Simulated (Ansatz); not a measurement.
# Si₂C₃: what the fields show

```yaml
crystal:
  lattice:
    - [2.98450, 0.00000, 0.00000]
    - [0.00000, 2.98450, 0.00000]
    - [0.00000, 0.00000, 21.44087]
  atoms:
    - { symbol: Si, position: [0.50000, 0.50000, 0.09355] }
    - { symbol: Si, position: [0.00000, 0.00000, 0.59355] }
    - { symbol: Si, position: [0.00000, 0.00000, 0.19774] }
    - { symbol: Si, position: [0.50000, 0.50000, 0.69774] }
    - { symbol: Si, position: [0.00000, 0.00000, 0.40645] }
    - { symbol: Si, position: [0.50000, 0.50000, 0.90645] }
    - { symbol: Si, position: [0.50000, 0.50000, 0.30226] }
    - { symbol: Si, position: [0.00000, 0.00000, 0.80226] }
    - { symbol: C, position: [0.50000, 0.00000, 0.14552] }
    - { symbol: C, position: [0.00000, 0.50000, 0.64552] }
    - { symbol: C, position: [0.50000, 0.00000, 0.35448] }
    - { symbol: C, position: [0.00000, 0.50000, 0.85448] }
    - { symbol: C, position: [0.00000, 0.50000, 0.25000] }
    - { symbol: C, position: [0.50000, 0.00000, 0.75000] }
    - { symbol: C, position: [0.00000, 0.00000, 0.00000] }
    - { symbol: C, position: [0.50000, 0.50000, 0.50000] }
    - { symbol: C, position: [0.00000, 0.50000, 0.45903] }
    - { symbol: C, position: [0.50000, 0.00000, 0.95903] }
    - { symbol: C, position: [0.00000, 0.50000, 0.04097] }
    - { symbol: C, position: [0.50000, 0.00000, 0.54097] }
```

Space group I-4m2; a generated structure, not necessarily the stable one.

The calculation used DFT PBE, scalar-relativistic, plane waves, PAW in Ansatz.

Core electrons are frozen (PAW), and the valence fields are smoothed inside the atomic spheres.

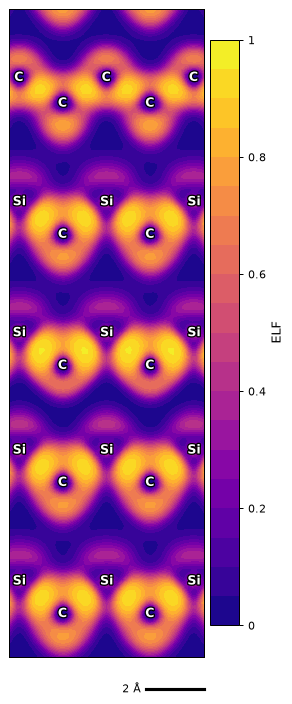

Figure 1. Electron localisation function on the (010) plane of the conventional cell.

Read the bonding off the picture.

- The plane passes through Si and C nuclei.
- C–C (1.73 Å): the ELF peaks at about 0.90 between the atoms: a covalent bond.
- Si–C (1.87 Å): the ELF peaks at about 0.95 between the atoms (localised, covalent bonding).

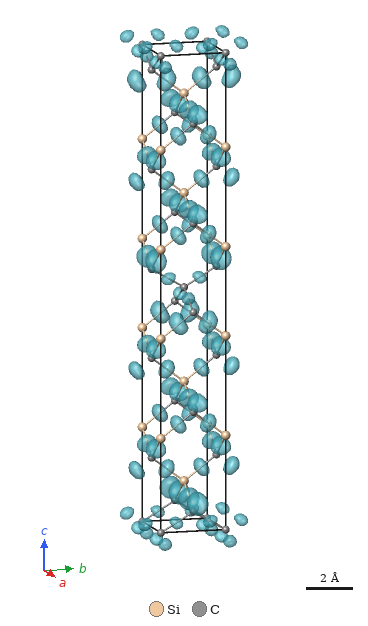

Figure 2. Isosurface of the electron localisation function at 0.85 (cyan), seen slightly off an axis. Core shells and regions of very low density are left out. Sticks mark near contacts.

Describe the localisation domains.

The ELF exceeds this value in eight regions between bonded C–C atoms (shared pairs) and 32 regions between bonded C–Si atoms (shared pairs), counted in one cell of 20 atoms. Regions shared between cells count once. Profiles from the grid: Si–C (1.86 Å): the ELF peaks at about 0.95 between the atoms (a covalent bond).

What Bader charges does the calculation give?

Electrons move from Si towards C. Bader charges: Si +2.81 and C −2.82 to −0.01 e.

Does the calculation give a band gap?

It is gapped, with a Kohn–Sham gap of 1.2 eV on the k-point mesh, an upper bound to the gap of this method.
